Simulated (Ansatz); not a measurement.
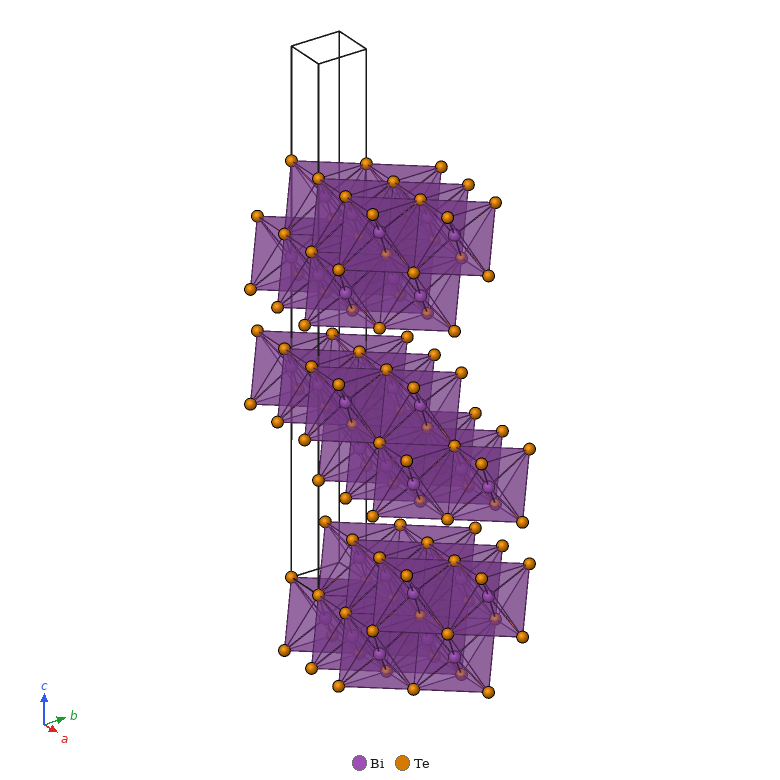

Polyhedra are drawn about Bi (bonds: Bi–Te below 3.7 Å); other atoms are plain spheres.

Bi2Te3 (space group R-3m, No. 166): the end point of a relaxation with Ansatz, DFT PBE, scalar-relativistic, plane waves, PAW.

> What figure surrounds each Bi atom, and what does it share with the other drawn polyhedra?

Bi: BiTe6 octahedron, sharing edges with nine neighbours and corners with three neighbours.

> What is the connectivity of the polyhedra: isolated, groups, chains, layers or framework?

They form layers of corner- and edge-sharing octahedra parallel to (001).
